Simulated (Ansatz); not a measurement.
This input was run:

```
crystal:
  lattice:
    - [-4.4556107328, 4.4556107328, 4.4556107328]
    - [4.4556107328, -4.4556107328, 4.4556107328]
    - [4.4556107328, 4.4556107328, -4.4556107328]
  atoms:
    - { symbol: Si, position: [0.5, 0.25, 0.75] }
    - { symbol: Si, position: [0.5, 0.75, 0.25] }
    - { symbol: Si, position: [0.25, 0.75, 0.5] }
    - { symbol: Si, position: [0.75, 0.25, 0.5] }
    - { symbol: Si, position: [0.25, 0.5, 0.75] }
    - { symbol: Si, position: [0.75, 0.5, 0.25] }
    - { symbol: O, position: [0.3522982209, 0.0, 0.6477017791] }
    - { symbol: O, position: [0.6477017791, 0.6477017791, 0.2954035582] }
    - { symbol: O, position: [0.3522982209, 0.6477017791, 0.0] }
    - { symbol: O, position: [0.3522982209, 0.7045964418, 0.3522982209] }
    - { symbol: O, position: [0.6477017791, 0.2954035582, 0.6477017791] }
    - { symbol: O, position: [0.0, 0.3522982209, 0.6477017791] }
    - { symbol: O, position: [0.7045964418, 0.3522982209, 0.3522982209] }
    - { symbol: O, position: [0.6477017791, 0.3522982209, 0.0] }
    - { symbol: O, position: [0.0, 0.6477017791, 0.3522982209] }
    - { symbol: O, position: [0.2954035582, 0.6477017791, 0.6477017791] }
    - { symbol: O, position: [0.3522982209, 0.3522982209, 0.7045964418] }
    - { symbol: O, position: [0.6477017791, 0.0, 0.3522982209] }
basis:
  ecutwfc: 420
kpoints:
  mp_grid: { grid: [4, 4, 4] }
  band_path:
    path:
      - [[0.0, 0.0, 0.0], [0.5, -0.5, 0.5], [0.0, 0.0, 0.5], [0.0, 0.0, 0.0], [0.25, 0.25, 0.25], [0.5, -0.5, 0.5]]
      - [[0.25, 0.25, 0.25], [0.0, 0.0, 0.5]]
    npoints: 10
hamiltonian:
  xc: lda
scf:
  occupations: { method: gaussian, width: 0.02 }
  n_extra_bands: 45
output:
  forces: true
  stress: true
  eigenvalues: true
  populations: true
  dos: { projected: true, de: 0.02, nscf_kmesh: { grid: [6, 6, 6] } }
  bader: false
  write_density: true
  write_potential: true
  elf: true
  volumetric_format: npy
```

Run as:
```bash
ansatz run input.yaml --threads 4 --pin off --max-ram 10240MiB --backend cpu --events-out ev --progress --plain --runs-dir out
```

Predict the main features of the band structure and density of states. The path is Γ–H–N–Γ–P–H|P–N.

The material is gapped. The gap along this path is 5.51 eV and direct: both edges lie at Γ. The top valence level at Γ is a single band, not degenerate (spin aside). The top valence band spans 0.2 eV and the lowest conduction band 2.0 eV; the flat valence band points to heavy, poorly mobile holes. The direct gaps are 5.51 eV at Γ, 6.80 eV at N and 7.47 eV at P.

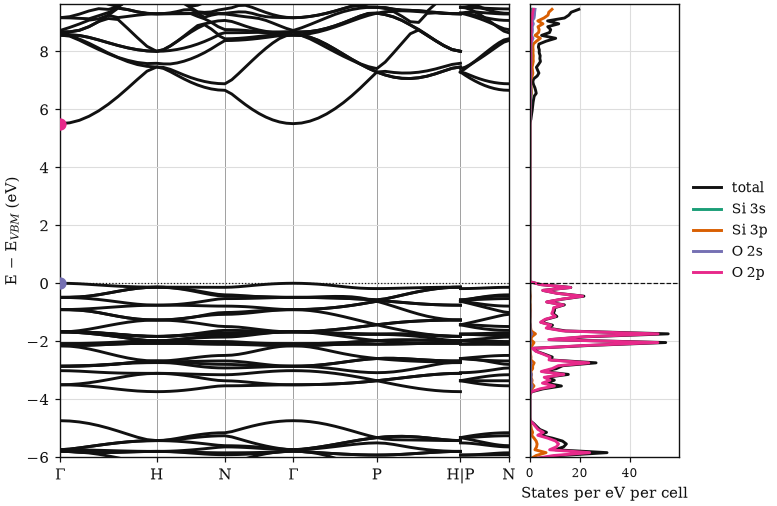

Band structure and density of states. Energies are counted from the top of the valence band. The partial curves are projected on Löwdin-orthogonalised atomic shells; they sum to less than the total at higher energies, where shells without a projector contribute.
